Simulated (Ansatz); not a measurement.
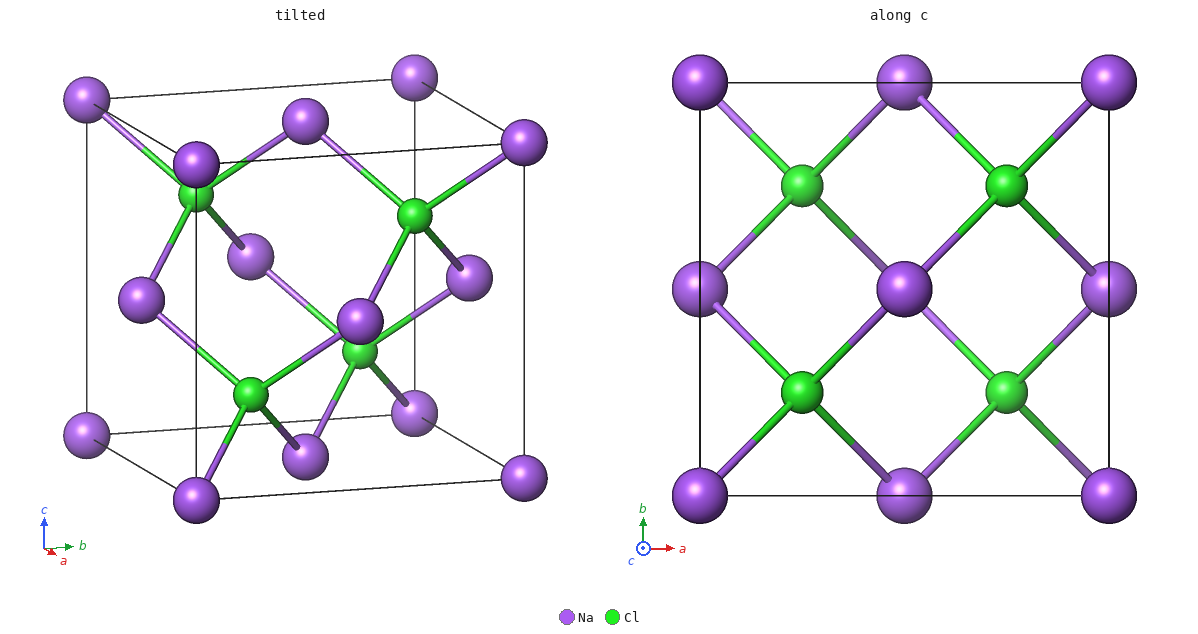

The crystal in a ball-and-stick representation, seen slightly off an axis and along the c axis. The parallelepiped is the drawn cell (a repeat of the simulation cell).

NaCl, a = 6.175 Å, b = 6.238 Å, c = 6.175 Å, α = 90.00°, β = 90.00°, γ = 90.00°. Strictly the space group is I-4m2 (No. 119, within 0.01 Å). It is a distorted form of a face-centred cubic structure, space group F-43m (No. 216) within 0.25 Å: zinc blende (sphalerite type). It goes back to a structure type filled with these elements by a generator (whether the compound takes this form wasn't checked). The cell was then strained or its atoms displaced on purpose. It was run through Ansatz as a DFT input.

This one geometry was computed with Ansatz (DFT, plane waves, PAW) at three levels of theory: PBE, HSE06 and r2SCAN. It was relaxed with r2SCAN and then strained.

How does the band gap change with the level of theory?

PBE: a gap of 4.91 eV, direct; r2SCAN: a gap of 5.52 eV, direct; HSE06: a gap of 6.22 eV, direct.

Collect the results in a table.

| level | cutoff (eV) | k-mesh of the run's cell | gap (eV) | pressure (GPa) |
| --- | --- | --- | --- | --- |
| PBE | 420 | 8×8×8 | 4.91 | 0.5 |
| HSE06 | 420 | 6×6×6 | 6.22 | 0.2 |
| r2SCAN | 500 | 8×8×8 | 5.52 | -0.2 |

Gaps are taken on the k-mesh or band path of each run.
